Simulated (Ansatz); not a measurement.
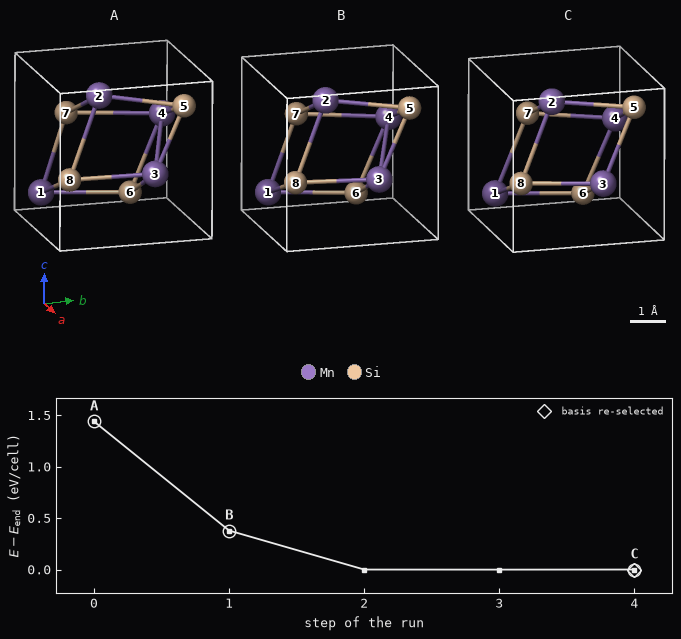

Frames of a relaxation of solid MnSi (set up in P1) (coarse preliminary run), marked on the history of the run. A ball-and-stick model of the cell of the calculation, reduced to other axes, seen slightly off an axis. Lengths and directions refer to the drawn axes.

Theory: DFT PBE, scalar-relativistic, plane waves, PAW in Ansatz. Settings: plane-wave cutoff 420 eV; k-point mesh 6 × 6 × 6; occupations gaussian; smearing width 0.2 eV; collinear spin; cell and atoms relaxed; force threshold 0.025 eV/Å; at most 60 steps.

What happens along the run?

The atom that moves furthest relative to the cell is Mn3 (0.28 Å along [3 −3 −2]). By element the largest moves are Mn 0.28 Å, Si 0.25 Å. The drawn cell changes as follows: a 4.503 → 4.517 Å (+0.3 %), b 4.534 → 4.517 Å (−0.4 %), c 4.702 → 4.517 Å (−3.9 %), α 89.9° → 90.0°, β 89.3° → 90.0°, γ 89.4° → 90.0°; the volume changes by −4.0 %. Some distances before and after: Si6–Si7 3.122 → 2.792 Å, Mn3–Si5 2.840 → 2.525 Å, Mn3–Si6 2.678 → 2.373 Å, Mn3–Mn4 2.476 → 2.770 Å. The space group (tolerance 0.01 Å) goes from P1 (No. 1) to P2_13 (No. 198). After 3 accepted moves (4 points after the start) the energy has fallen by 1.440 eV per cell of the calculation. The largest force component goes from 2.9 to 0.0067 eV/Å. The pressure goes from −0.97 to −0.05 GPa. At 1 point the geometry stayed and the basis and grid were re-selected for the new cell (energy shift of 0.9 meV per cell of the calculation at most each time). Cost: 6.5 min on 1 thread of Intel(R) Xeon(R) 6975P-C (Granite Rapids), on a shared host, peak memory 1 GiB. From step 0 to 1: Mn3 moves most (0.14 Å), volume −3.4 %, energy −1.061 eV per cell of the calculation. From step 1 to 4: Mn and Si atoms move most (0.14 Å), volume −0.6 %, energy −0.379 eV per cell of the calculation.
